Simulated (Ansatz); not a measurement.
System: ScAl₂, space group Fd-3m (No. 227).

Structure:
```
Sc Al
1.0
     0.00000    3.77765    3.77765
     3.77765    0.00000    3.77765
     3.77765    3.77765    0.00000
Sc Al
2 4
Direct
  0.50000 0.50000 0.50000
  0.75000 0.75000 0.75000
  0.12500 0.12500 0.12500
  0.62500 0.12500 0.12500
  0.12500 0.62500 0.12500
  0.12500 0.12500 0.62500
```

One of the inputs:
```
crystal:
  lattice:
    - [0.0, 3.7394919679, 3.7394919679]
    - [3.7394919679, 0.0, 3.7394919679]
    - [3.7394919679, 3.7394919679, 0.0]
  atoms:
    - { symbol: Sc, position: [0.5, 0.5, 0.5] }
    - { symbol: Sc, position: [0.75, 0.75, 0.75] }
    - { symbol: Al, position: [0.125, 0.125, 0.125] }
    - { symbol: Al, position: [0.625, 0.125, 0.125] }
    - { symbol: Al, position: [0.125, 0.625, 0.125] }
    - { symbol: Al, position: [0.125, 0.125, 0.625] }
basis:
  ecutwfc: 500
kpoints:
  mp_grid: { grid: [8, 8, 8] }
hamiltonian:
  xc: r2scan
scf:
  occupations: { method: gaussian, width: 0.1 }
output:
  forces: true
  stress: true
  eigenvalues: true
```

Launched with:
```bash
ansatz run input.yaml --threads 1 --pin off --max-ram 2560MiB --backend cpu --events-out ev --progress --plain --runs-dir out
```

Computed with Ansatz 0.2.0: third-order Birch-Murnaghan fit to density functional energies at scaled volumes of the given relaxed cell, shape and atoms relaxed at each volume; energies count from the fitted minimum; plane waves with PAW datasets, Γ-centred k mesh. Level: r2SCAN, no spin polarisation.

| setting | value |
| --- | --- |
| wave cutoff | 500 eV |
| k mesh | 8×8×8 |
| occupations | Gaussian |
| smearing width | 0.1 eV |

Describe the result: the energy above the minimum and pressure against volume. The volume takes the values 15.813, 16.353, 16.892, 17.431, 17.970, 18.509, 19.048, 19.767 Å³/atom.

A third-order Birch–Murnaghan fit gives V0 = 17.97 Å³/atom, B0 = 94.7 GPa and B′ = 4.0. The energy above the minimum is 94.6 meV/atom at volume 15.813 Å³/atom and 45.3 meV/atom at 19.767 Å³/atom; the lowest computed point is at volume 17.970 Å³/atom (0.0 meV/atom). The pressure falls from 15.63 GPa at volume 15.813 Å³/atom to −7.44 GPa at 19.767 Å³/atom, and changes sign near 17.98 Å³/atom. The solid is metallic at every point.

```csv
volume (Å³/atom),energy above the minimum (meV/atom),pressure (GPa)
15.813,94.6,15.63
16.353,50.4,10.81
16.892,21.2,6.66
17.431,5.0,3.10
17.970,0.0,0.03
18.509,4.5,-2.62
19.048,17.3,-4.89
19.767,45.3,-7.44
```

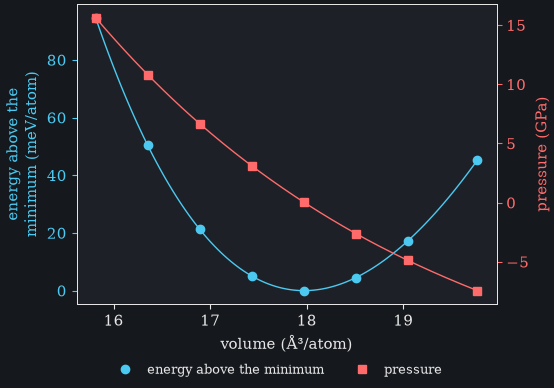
